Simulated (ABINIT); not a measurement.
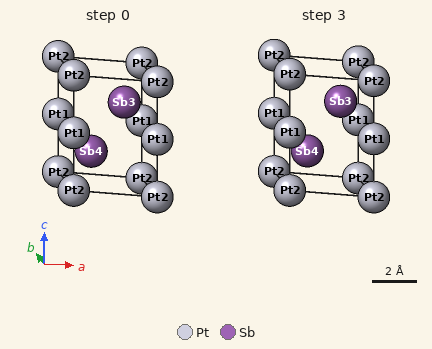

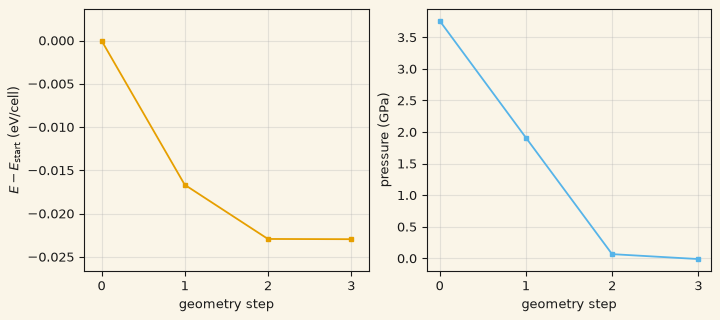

First and last geometry of a relaxation of crystalline SbPt (set up in P6_3/mmc), with the history of the run. The picture is a spheres-only view of the cell of the calculation, seen slightly off an axis.

The run lets cell and atoms move.

All numbers below come from Kohn-Sham DFT of a periodic cell, PBEsol, PseudoDojo NC SR PBEsol v0.4.1 standard (ABINIT).

The input:
```
pp_dirpath "./"
pseudos "Pt.upf, Sb.upf"

acell 3*1.0 Angstrom
rprim
     4.1200000000     0.0000000000     0.0000000000
    -2.0600000000     3.5680246636     0.0000000000
     0.0000000000     0.0000000000     5.4700000000
ntypat 2
znucl 78 51
natom 4
typat 1 1 2 2
chkprim 0
chksymtnons 0
tolsym 1.0e-6
xred
            0.0            0.0            1/2
            0.0            0.0            0.0
            2/3            1/3            3/4
            1/3            2/3            1/4

ecut 42.0
ecutsm 0.5

kptopt 1
ngkpt 6 6 4
nshiftk 1
shiftk 0.0 0.0 0.0

ixc -116133

nband 40
occopt 3
tsmear 0.00183747

nstep 80
tolvrs 1.0e-12

iomode 3
prteig 0
prtebands 0
prtwf 0
prtden 0

ionmov 2
optcell 2
ntime 50
tolmxf 2.0e-5
dilatmx 1.08
```

Command:
```bash
abinit run.abi > log 2>&1
```

What do the curves and the structures tell?

Answer. The run was cut off at its time limit before the relaxation converged, so the last structure is only a point on the way. Over 3 geometry steps the energy falls by 23.0 meV per cell of the calculation. All forces vanish by symmetry, so only the cell relaxes. Pressure: 3.76 GPa at the start and −0.01 GPa at the end. No atom moves by more than 0.005 Å relative to the cell. The volume changes by +2.4 %, with a = b 4.120 → 4.150 Å (+0.7 %), c 5.470 → 5.524 Å (+1.0 %). Among the contacts that change: Pt1–Pt2 2.735 → 2.762 Å, Pt1–Sb3 2.744 → 2.765 Å. The space group stays P6_3/mmc (No. 194). The run took 25 min on 1 thread of Arm Neoverse V1, with other jobs on the host, peak memory 0.22 GiB.
